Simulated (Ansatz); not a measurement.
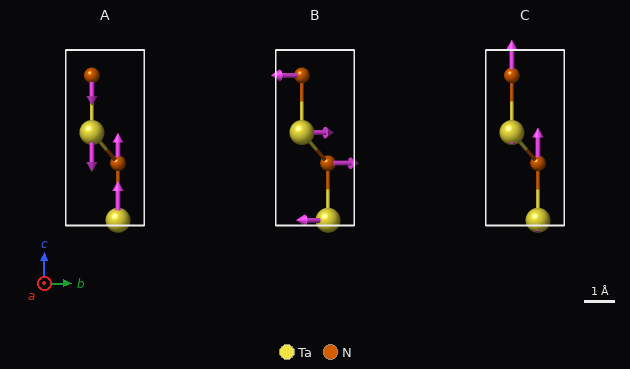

Modes of crystalline TaN, space group P6₃mc (No. 186), at the zone centre (one member of each degenerate set). The pink arrows are the displacements of the atoms (eigenvector over the root of the mass), of arbitrary overall length and sign. A ball-and-stick model of the cell of the calculation, seen along the a axis.

Method: Ansatz, DFT PBEsol, scalar-relativistic, plane waves, PAW.

The frequencies depend somewhat on the k-mesh and the smearing.

Which are infrared-active and which Raman-active?

Answer. A is B₁, silent by symmetry (neither infrared- nor Raman-active) (178 cm⁻¹). B is E₂, Raman-active by symmetry (83 cm⁻¹). C is A₁, infrared- and Raman-active by symmetry (661 cm⁻¹). In a metal the free carriers screen the infrared response.
